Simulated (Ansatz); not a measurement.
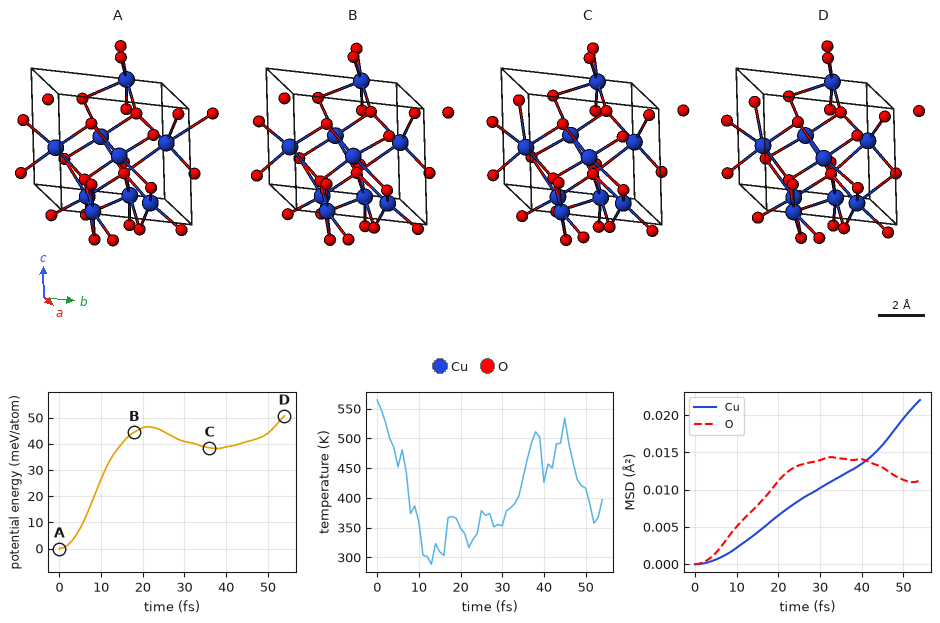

A Born-Oppenheimer molecular dynamics run of CuO with an interstitial O (17 atoms in the cell), of which 54 fs are on record. Frames (A at 0 fs, B at 18 fs, C at 36 fs, D at 54 fs) and the history of the run. A ball-and-stick model of the simulation cell, seen slightly off an axis. Bonds to atoms that aren't drawn are left out.

The calculation used DFT PBEsol, scalar-relativistic, plane waves, PAW (Ansatz 0.2.0). Set-up: plane-wave cutoff 420 eV; k-point mesh 2 × 2 × 2; Fermi-Dirac smearing 0.02 eV; spin collinear; low-accuracy preset; Langevin thermostat (NVT); set temperature 600 K; time step 1 fs; friction 0.02 per fs.

> What happens in this trajectory?

Over the second half the temperature averages 428 K (spread ±54 K). The potential energy in the second half lies on average 41.5 meV per atom above the first frame. Root-mean-square distances from the starting positions over the second half, with the common drift of all atoms taken out: Cu 0.12 Å, O 0.11 Å. The run lasts only 54 fs, too short to tell vibration from diffusion. The run was cut off by its time limit after 54 steps.

Limits of the set-up: the program's low-accuracy preset was used; the periodic images lie only 5.1 Å apart, so the values are limited by the cell's size.

PAW datasets: the set soft_1.
